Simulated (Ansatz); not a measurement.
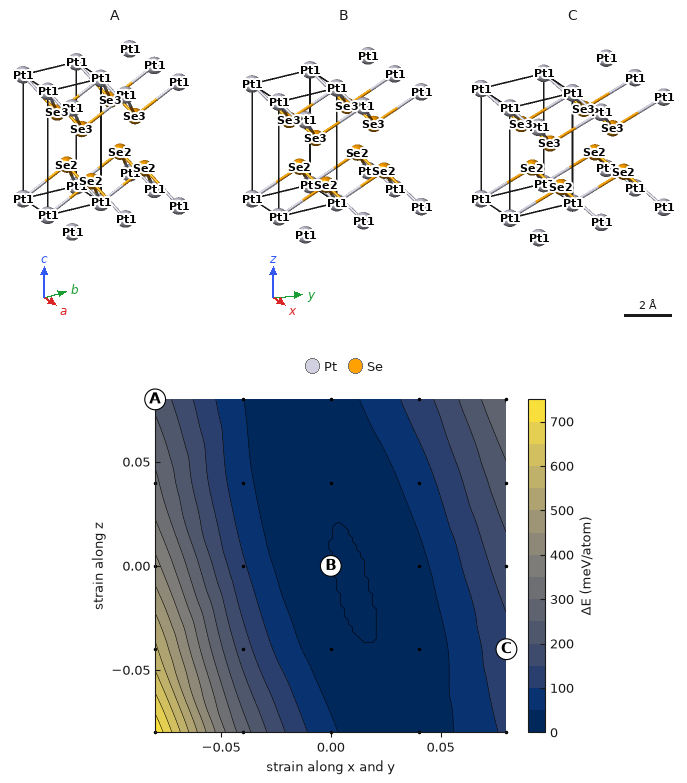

A scan of solid PtSe$_{2}$ (P-3m1): the cell is strained equally along x and y and separately along z, with the atoms kept at their fractional coordinates. x, y and z are the Cartesian axes of the input. The map is interpolated between the computed points (dots). The lettered frames are marked on it. The picture is a ball-and-stick view of the cell of the calculation, repeated 2 × 2 × 1 with one cell outlined, seen slightly off an axis.

Level of theory: Ansatz 0.2.0, DFT PBEsol, scalar-relativistic, plane waves, PAW. Set-up: plane-wave cutoff 420 eV; k-point mesh 12 × 12 × 10; occupations gaussian; smearing width 0.15 eV; no spin polarisation. Energies (free energies at the smearing named) are counted from the cell as listed in its source, which wasn't relaxed.

Where is the lowest point of the map, and what else does it tell?

Answer. In pairs of (strain along x and y; strain along z): the lowest computed point lies at (0.000, 0.000) (0 meV/atom), the highest at (−0.080, −0.080) (744 meV/atom). The valley is tilted: raising the in-plane strain is made harder by raising the strain along z (cross term 0.70 of the geometric mean of the two curvatures). Over the ranges scanned the energy rises more along the first axis, the in-plane strain. The pressure runs from −16.0 GPa at (0.080, 0.080) to 64.0 GPa at (−0.080, −0.080). The frames lie at A (−0.080, 0.080): 236 meV/atom, B (0.000, 0.000): 0 meV/atom, C (0.080, −0.040): 135 meV/atom.

Limits of the set-up: layers or molecules are held without a dispersion correction, so their spacing is unreliable.
